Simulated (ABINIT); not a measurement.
## Run report: KMgF3, geometry relaxation (part 1 of 3)

KMgF3 (5 atoms in the cell), computed with Kohn-Sham DFT of a periodic cell, PBE, PseudoDojo NC SR PBE v0.4.1 standard, no spin polarisation (ABINIT 10.8.3).

The structure derives from an entry of the Crystallography Open Database.

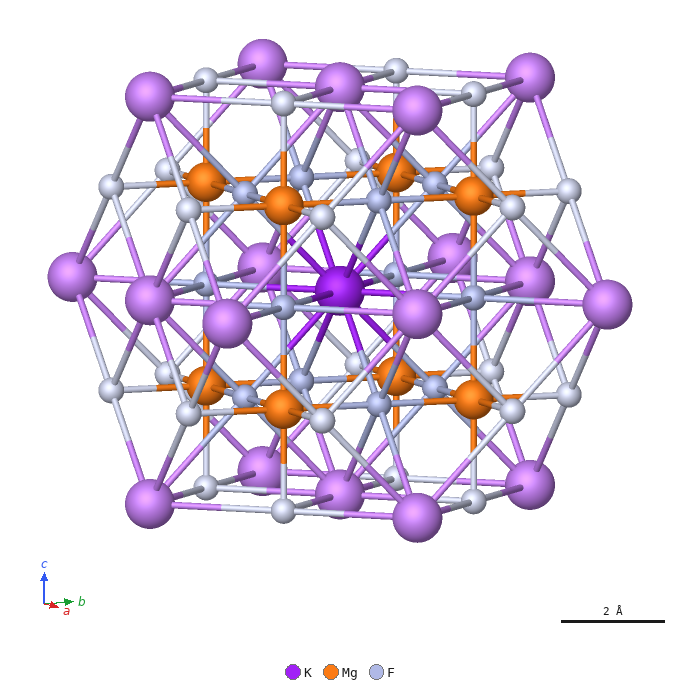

*The starting structure (ball-and-stick view of the cell of the calculation, seen slightly off an axis; neighbours outside the cell are drawn fainter). An atom can appear more than once, as a periodic image.*

Input file
```
# Pseudopotentials
pp_dirpath "./"
pseudos "K.upf, Mg.upf, F.upf"

# Structure
acell 3.9859 3.9859 3.9859 Angstrom
rprim
     1.0000000000     0.0000000000     0.0000000000
     0.0000000000     1.0000000000     0.0000000000
     0.0000000000     0.0000000000     1.0000000000
ntypat 3
znucl 19 12 9
natom 5
typat 1 2 3 3 3
chkprim 0
chksymtnons 0
tolsym 1.0e-6
xred
            1/2            1/2            1/2
            0.0            0.0            0.0
            0.0            0.0            1/2
            0.0            1/2            0.0
            1/2            0.0            0.0

# Plane-wave basis
ecut 42.0
ecutsm 0.5

# k points
kptopt 1
ngkpt 5 5 5
nshiftk 1
shiftk 0.0 0.0 0.0

# Exchange and correlation
ixc 11

# Bands and occupations
nband 24
occopt 3
tsmear 0.05 eV

# SCF cycle
nstep 80
tolvrs 1.0e-12

# Output
iomode 3
prteig 0
prtebands 0
prtwf 0
prtden 0

# Relaxation
ionmov 2
optcell 2
ntime 50
tolmxf 2.0e-5
dilatmx 1.08
```

Run on 1 thread of Arm Neoverse V1, 112 GiB of memory available, shared host.

Launched with:
```bash
abinit run.abi > log 2>&1
```

Output
```
.Version 10.8.3 of ABINIT
 Symmetries : space group Pm -3 m (#221); Bravais cP (primitive cubic)
================================================================================
 Values of the parameters that define the memory need of the present run
     intxc =       0    ionmov =       2      iscf =       7    lmnmax =       6
     lnmax =       6     mgfft =      48  mpssoang =       3    mqgrid =    3001
     natom =       5  nloc_mem =       1    nspden =       1   nspinor =       1
    nsppol =       1      nsym =      48    n1xccc =    2501    ntypat =       3
    occopt =       3   xclevel =       2
       mpw =        7010          nfft =      110592          nkpt =          10
================================================================================
================================================================================

--------------------------------------------------------------------------------
------------- Echo of variables that govern the present computation ------------
--------------------------------------------------------------------------------
 -outvars: echo values of preprocessed input variables --------
            acell      7.5322593653E+00  7.5322593653E+00  7.5322593653E+00 Bohr
              amu      3.90983000E+01  2.43050000E+01  1.89984032E+01
          chkprim           0
      chksymtnons           0
          dilatmx      1.08000000E+00
             ecut      4.20000000E+01 Hartree
           ecutsm      5.00000000E-01 Hartree
           ionmov           2
              ixc          11
         kptrlatt        5    0    0      0    5    0      0    0    5
          kptrlen      3.76612968E+01
            natom           5
            nband          24
            ngfft          48      48      48
             nkpt          10
            nstep          80
             nsym          48
            ntime          50
           ntypat           3
           occopt           3
          optcell           2
           prtden           0
        prtebands           0
           prteig           0
            prtwf           0
          spgroup         221
           tolmxf      2.00000000E-05
           tolsym      1.00000000E-06
           tolvrs      1.00000000E-12
           tsmear      1.83746611E-03 Hartree
            typat      1  2  3  3  3
           xangst      1.9929500000E+00  1.9929500000E+00  1.9929500000E+00
                       0.0000000000E+00  0.0000000000E+00  0.0000000000E+00
                       0.0000000000E+00  0.0000000000E+00  1.9929500000E+00
                       0.0000000000E+00  1.9929500000E+00  0.0000000000E+00
                       1.9929500000E+00  0.0000000000E+00  0.0000000000E+00
            xcart      3.7661296826E+00  3.7661296826E+00  3.7661296826E+00
                       0.0000000000E+00  0.0000000000E+00  0.0000000000E+00
                       0.0000000000E+00  0.0000000000E+00  3.7661296826E+00
                       0.0000000000E+00  3.7661296826E+00  0.0000000000E+00
                       3.7661296826E+00  0.0000000000E+00  0.0000000000E+00
             xred      5.0000000000E-01  5.0000000000E-01  5.0000000000E-01
                       0.0000000000E+00  0.0000000000E+00  0.0000000000E+00
                       0.0000000000E+00  0.0000000000E+00  5.0000000000E-01
                       0.0000000000E+00  5.0000000000E-01  0.0000000000E+00
                       5.0000000000E-01  0.0000000000E+00  0.0000000000E+00
            znucl       19.00000   12.00000    9.00000

================================================================================

 chkinp: Checking input parameters for consistency.

================================================================================
== DATASET  1 ==================================================================

--- !DatasetInfo
iteration_state: {dtset: 1, }
dimensions: {natom: 5, nkpt: 10, mband: 24, nsppol: 1, nspinor: 1, nspden: 1, mpw: 7010, }
cutoff_energies: {ecut:  42.0, pawecutdg:  -1.0, }
electrons: {nelect:   4.00000000E+01, charge:   0.00000000E+00, occopt:   3.00000000E+00, tsmear:   1.83746611E-03, }
meta: {optdriver: 0, ionmov: 2, optcell: 2, iscf: 7, paral_kgb: 0, }
...

 Exchange-correlation functional for the present dataset will be:
  GGA: Perdew-Burke-Ernzerhof functional - ixc=11
  J.P.Perdew, K.Burke, M.Ernzerhof, PRL 77, 3865 (1996)

 Real(R)+Recip(G) space primitive vectors, cartesian coordinates (Bohr,Bohr^-1):
 R(1)=  7.5322594  0.0000000  0.0000000  G(1)=  0.1327623  0.0000000  0.0000000
 R(2)=  0.0000000  7.5322594  0.0000000  G(2)=  0.0000000  0.1327623  0.0000000
 R(3)=  0.0000000  0.0000000  7.5322594  G(3)=  0.0000000  0.0000000  0.1327623
 Unit cell volume ucvol=  4.2734222E+02 bohr^3
 Angles (23,13,12)=  9.00000000E+01  9.00000000E+01  9.00000000E+01 degrees

 getcut: wavevector=  0.0000  0.0000  0.0000  ngfft=  48  48  48
         ecut(hartree)=     48.989   => boxcut(ratio)=   2.02256

--- Pseudopotential description ------------------------------------------------
- pspini: atom type   1  psp file is ./K.upf
  19.00000   9.00000  171031                  znucl, zion, pspdat
12 -101130 2 -1 2222                          pspcod,pspxc,lmax,lloc,mmax
     nproj     2     2     2

- pspini: atom type   2  psp file is ./Mg.upf
  12.00000  10.00000  171031                  znucl, zion, pspdat
12 -101130 1 -1 1510                          pspcod,pspxc,lmax,lloc,mmax
     nproj     2     2     0

- pspini: atom type   3  psp file is ./F.upf
   9.00000   7.00000  171031                  znucl, zion, pspdat
12 -101130 2 -1 832                           pspcod,pspxc,lmax,lloc,mmax
     nproj     2     2     1

   1.29127356E+03                                ecore*ucvol(ha*bohr**3)
--------------------------------------------------------------------------------

================================================================================

=== [ionmov= 2] Broyden-Fletcher-Goldfarb-Shanno method (forces)
================================================================================

--- Iteration: ( 1/50) Internal Cycle: (1/1)
--------------------------------------------------------------------------------

---SELF-CONSISTENT-FIELD CONVERGENCE--------------------------------------------

--- !BeginCycle
iteration_state: {dtset: 1, itime: 1, icycle: 1, }
solver: {iscf: 7, nstep: 80, nline: 4, wfoptalg: 0, }
tolerances: {tolvrs: 1.00E-12, }
...

     iter   Etot(hartree)      deltaE(h)  residm     vres2
 ETOT  1  -163.53632550338    -1.635E+02 1.399E-01 6.323E+02
 ETOT  2  -163.62976096842    -9.344E-02 1.157E-02 3.954E+02
 ETOT  3  -163.75887172036    -1.291E-01 3.973E-03 2.029E+01
 ETOT  4  -163.76238716013    -3.515E-03 1.310E-03 2.684E-01
 ETOT  5  -163.76240068831    -1.353E-05 9.297E-04 3.545E-02
 ETOT  6  -163.76240196777    -1.279E-06 3.515E-04 4.611E-03
 ETOT  7  -163.76240224432    -2.766E-07 3.183E-04 2.028E-04
 ETOT  8  -163.76240226442    -2.010E-08 1.193E-04 2.368E-06
 ETOT  9  -163.76240226463    -2.065E-10 1.156E-04 5.266E-08
 ETOT 10  -163.76240226463     1.677E-12 6.594E-05 1.109E-09
 ETOT 11  -163.76240226462     2.814E-12 6.445E-05 7.190E-11
 ETOT 12  -163.76240226462     8.924E-12 4.702E-05 6.608E-13

 At SCF step   12       vres2   =  6.61E-13 < tolvrs=  1.00E-12 =>converged.

 Cartesian components of stress tensor (hartree/bohr^3)
  sigma(1 1)= -1.22966945E-04  sigma(3 2)=  0.00000000E+00
  sigma(2 2)= -1.22966945E-04  sigma(3 1)=  0.00000000E+00
  sigma(3 3)= -1.22966945E-04  sigma(2 1)=  0.00000000E+00

--- !ResultsGS
iteration_state: {dtset: 1, itime: 1, icycle: 1, }
comment   : Summary of ground state results
lattice_vectors:
- [  7.5322594,   0.0000000,   0.0000000, ]
- [  0.0000000,   7.5322594,   0.0000000, ]
- [  0.0000000,   0.0000000,   7.5322594, ]
lattice_lengths: [   7.53226,    7.53226,    7.53226, ]
lattice_angles: [ 90.000,  90.000,  90.000, ] # degrees, (23, 13, 12)
lattice_volume:   4.2734222E+02
convergence: {deltae:  8.924E-12, res2:  6.608E-13, residm:  4.702E-05, diffor: null, }
etotal    :  -1.63762402E+02
entropy   :   0.00000000E+00
fermie    :   1.80285216E-01
cartesian_stress_tensor: # hartree/bohr^3
- [ -1.22966945E-04,   0.00000000E+00,   0.00000000E+00, ]
- [  0.00000000E+00,  -1.22966945E-04,   0.00000000E+00, ]
- [  0.00000000E+00,   0.00000000E+00,  -1.22966945E-04, ]
pressure_GPa:   3.6178E+00
xred      :
- [  5.0000E-01,   5.0000E-01,   5.0000E-01,  K]
- [  0.0000E+00,   0.0000E+00,   0.0000E+00, Mg]
- [  0.0000E+00,   0.0000E+00,   5.0000E-01,  F]
- [  0.0000E+00,   5.0000E-01,   0.0000E+00,  F]
- [  5.0000E-01,   0.0000E+00,   0.0000E+00,  F]
cartesian_forces: # hartree/bohr
- [ -0.00000000E+00,  -0.00000000E+00,  -0.00000000E+00, ]
- [ -0.00000000E+00,  -0.00000000E+00,  -0.00000000E+00, ]
- [ -0.00000000E+00,  -0.00000000E+00,  -0.00000000E+00, ]
- [ -0.00000000E+00,  -0.00000000E+00,  -0.00000000E+00, ]
- [ -0.00000000E+00,  -0.00000000E+00,  -0.00000000E+00, ]
force_length_stats: {min:   0.00000000E+00, max:   0.00000000E+00, mean:   0.00000000E+00, }
...

 Integrated electronic density in atomic spheres:
 ------------------------------------------------
 Atom  Sphere_radius  Integrated_density
    1        2.00000          6.95169241
    2        2.00000          8.37714137
    3        2.00000          7.09817228
    4        2.00000          7.09817228
    5        2.00000          7.09817228

---OUTPUT-----------------------------------------------------------------------

 Cartesian coordinates (xcart) [bohr]
  3.76612968262791E+00  3.76612968262791E+00  3.76612968262791E+00
  0.00000000000000E+00  0.00000000000000E+00  0.00000000000000E+00
  0.00000000000000E+00  0.00000000000000E+00  3.76612968262791E+00
  0.00000000000000E+00  3.76612968262791E+00  0.00000000000000E+00
  3.76612968262791E+00  0.00000000000000E+00  0.00000000000000E+00
 Reduced coordinates (xred)
  5.00000000000000E-01  5.00000000000000E-01  5.00000000000000E-01
  0.00000000000000E+00  0.00000000000000E+00  0.00000000000000E+00
  0.00000000000000E+00  0.00000000000000E+00  5.00000000000000E-01
  0.00000000000000E+00  5.00000000000000E-01  0.00000000000000E+00
  5.00000000000000E-01  0.00000000000000E+00  0.00000000000000E+00
 Cartesian forces (fcart) [Ha/bohr]; max,rms= 0.00000E+00 0.00000E+00 (free atoms)
 -0.00000000000000E+00 -0.00000000000000E+00 -0.00000000000000E+00
 -0.00000000000000E+00 -0.00000000000000E+00 -0.00000000000000E+00
 -0.00000000000000E+00 -0.00000000000000E+00 -0.00000000000000E+00
 -0.00000000000000E+00 -0.00000000000000E+00 -0.00000000000000E+00
 -0.00000000000000E+00 -0.00000000000000E+00 -0.00000000000000E+00
 Gradient of E wrt nuclear positions in reduced coordinates (gred)
  0.00000000000000E+00  0.00000000000000E+00  0.00000000000000E+00
  0.00000000000000E+00  0.00000000000000E+00  0.00000000000000E+00
  0.00000000000000E+00  0.00000000000000E+00  0.00000000000000E+00
  0.00000000000000E+00  0.00000000000000E+00  0.00000000000000E+00
  0.00000000000000E+00  0.00000000000000E+00  0.00000000000000E+00
 Scale of Primitive Cell (acell) [bohr]
  7.53225936525583E+00  7.53225936525583E+00  7.53225936525583E+00
 Real space primitive translations (rprimd) [bohr]
  7.53225936525583E+00  0.00000000000000E+00  0.00000000000000E+00
  0.00000000000000E+00  7.53225936525583E+00  0.00000000000000E+00
  0.00000000000000E+00  0.00000000000000E+00  7.53225936525583E+00
 Unitary Cell Volume (ucvol) [Bohr^3]=  4.27342216457718E+02
 Angles (23,13,12)= [degrees]
  9.00000000000000E+01  9.00000000000000E+01  9.00000000000000E+01
 Lengths [Bohr]
  7.53225936525583E+00  7.53225936525583E+00  7.53225936525583E+00
 Stress tensor in cartesian coordinates (strten) [Ha/bohr^3]
 -1.22966944620591E-04  0.00000000000000E+00  0.00000000000000E+00
  0.00000000000000E+00 -1.22966944620602E-04  0.00000000000000E+00
  0.00000000000000E+00  0.00000000000000E+00 -1.22966944620600E-04
 Total energy (etotal) [Ha]= -1.63762402264616E+02

--- Iteration: ( 2/50) Internal Cycle: (1/1)
--------------------------------------------------------------------------------

---SELF-CONSISTENT-FIELD CONVERGENCE--------------------------------------------

--- !BeginCycle
iteration_state: {dtset: 1, itime: 2, icycle: 1, }
solver: {iscf: 7, nstep: 80, nline: 4, wfoptalg: 0, }
tolerances: {tolvrs: 1.00E-12, }
...

     iter   Etot(hartree)      deltaE(h)  residm     vres2
 ETOT  1  -163.75824943134    -1.638E+02 1.105E-04 3.254E+01
 ETOT  2  -163.75900221382    -7.528E-04 4.771E-05 1.296E+01
 ETOT  3  -163.76273062342    -3.728E-03 9.486E-05 1.895E+00
 ETOT  4  -163.76290827133    -1.776E-04 2.633E-05 1.191E-01
 ETOT  5  -163.76291370199    -5.431E-06 2.933E-05 2.622E-03
 ETOT  6  -163.76291399997    -2.980E-07 1.388E-05 1.113E-04
 ETOT  7  -163.76291401519    -1.522E-08 1.788E-05 1.750E-06
 ETOT  8  -163.76291401540    -2.120E-10 1.052E-05 3.224E-08
 ETOT  9  -163.76291401542    -2.163E-11 1.140E-05 8.308E-10
 ETOT 10  -163.76291401543    -6.537E-12 9.038E-06 6.071E-11
 ETOT 11  -163.76291401540     2.740E-11 1.109E-05 7.312E-13

 At SCF step   11       vres2   =  7.31E-13 < tolvrs=  1.00E-12 =>converged.
```
